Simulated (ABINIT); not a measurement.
## AlN (P6_3mc): how ε∞ follows the gap

The empty bands of AlN (P6_3mc) are shifted up rigidly by Δ, and ε∞ along x is computed for each shift. x, y and z are the Cartesian axes of the input cell.

Symmetry: P6_3mc, No. 186, hexagonal system. Conventional cell: a = 3.113 Å, b = 3.113 Å, c = 4.981 Å, α = 90.00°, β = 90.00°, γ = 120.00°. Around Al on site b lie 4 N at 1.89 Å. N on site b has 4 Al at 1.89 Å as nearest neighbours.

Method: ABINIT 10.8.3, LDA, independent particles, k-mesh 12×12×7, Lorentzian half width 0.04 eV.

Launch of the response step: `optic optic.abi`. The series took 98 s in all, its band step included, on 4 threads of Intel(R) Xeon(R) Processor @ 2.70GHz, on a shared host.

```
Δ (eV)  ε∞ along x
  0.00       4.545
  0.40       4.391
  0.80       4.250
  1.20       4.122
  1.60       4.003
  2.00           ?
```

With one effective transition at E₀ and fixed dipole strength, ε∞ − 1 = A/(E₀ + Δ), so 1/(ε∞ − 1) is linear in Δ.

Working, on the rows shown:

| x = Δ (eV) | y = 1/(ε∞ − 1) |
| --- | --- |
| 0 | 0.282087 |
| 0.4 | 0.294898 |
| 0.8 | 0.307692 |
| 1.2 | 0.320307 |
| 1.6 | 0.333 |

Means: x̄ = 0.8, ȳ = 0.3076. Σ(x − x̄)(y − ȳ) = 0.05089, Σ(x − x̄)² = 1.6. Slope = 0.05089 / 1.6 = 0.03181; intercept = ȳ − slope · x̄ = 0.28215. Turned back into ε∞ along x, the line misses the rows shown by at most 0.001.

Question: Fill in the last column of the withheld row.

Answer: At x = 2 the line gives y = 0.34577, that is 3.892. The run gave 3.894, so the extrapolation is off by 0.0019, 0.3 % of the range in the table.

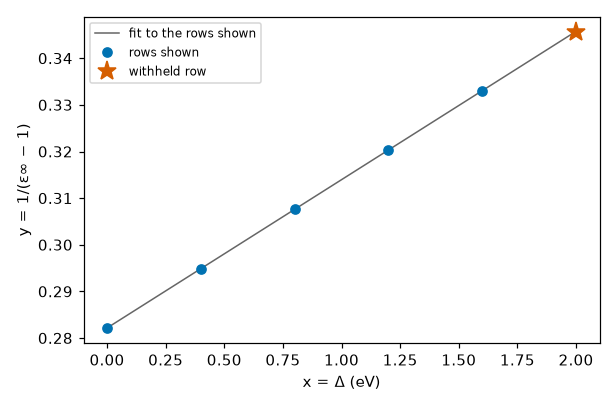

Refitted with all rows, the slope is 0.03173 and the intercept 0.28219. These give E₀ = intercept/slope = 8.9 eV, far above the least direct gap of 4.26 eV: most of the screening comes from transitions well over the edge. Over the first step ε∞ falls by 8 % per eV. The cell comes from an older database entry, whose edges can be off by a per cent or so. Excitons are left out and so are local fields; LDA gaps are as a rule too small. The values come from a sum over the points of one k-mesh and carry its error, which grows as the direct gap shrinks.

[Logs are printed without paths, hosts, clocks, repeated set-up lines and the standing remarks that a program may print on its own settings, such as how far it seeks lower states.]
